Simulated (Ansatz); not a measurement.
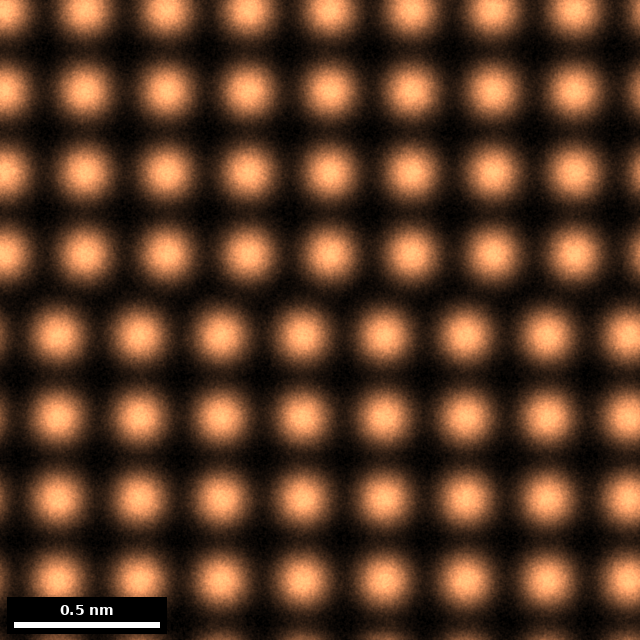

Dark-field STEM-like image of Ho (Im-3m, No. 229) along [001]. Simulation: incoherent imaging, intensity Z^1.7 per atom, probe width 1.30 Å, thin sample. The display is stretched by a gamma of 0.8; percentages refer to the linear signal. Shot noise was added.

One planar defect was built into the perfect crystal by geometry alone, without relaxation. Host structure: the input geometry of an electronic-structure calculation (not necessarily at equilibrium); the starting structure was generated, so it need not be a known form of this composition.

Q: Where does the periodic pattern break, and how?

A planar fault (a stacking fault) runs horizontally about 10 Å below the top edge. The part above it is shifted along the boundary by 1/3 of the 2.80 Å repeat of the rows (0.9 Å to the right, the same as 1.9 Å to the left); both parts keep the same orientation.
